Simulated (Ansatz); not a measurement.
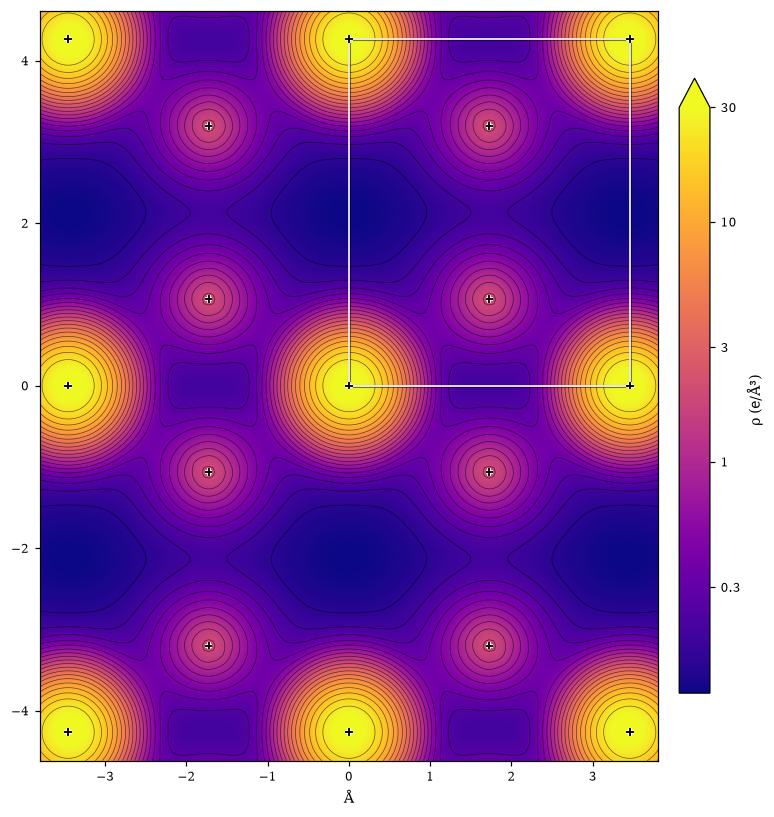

The valence electron density on a plane through atoms (crosses mark nuclei in the plane).

The calculation used Ansatz 0.2.0, DFT PBEsol, scalar-relativistic, plane waves, PAW.

Candidates:
A. HfH2, a = 3.46 Å, b = 3.46 Å, c = 4.27 Å, α = 90.00°, β = 90.00°, γ = 90.00°. Space group I4/mmm.
B. Si, a = 5.31 Å, b = 5.31 Å, c = 5.31 Å, α = 90.00°, β = 90.00°, γ = 90.00°. Space group Fd-3m; computed pressure about 8 GPa in this cell.

> Which candidate gave the map?

Candidate A: HfH2 on the (100) plane of the conventional cell, which holds Hf and H. Hf–H (2.03 Å): ρ at the midpoint is about 0.66 e/Å³.
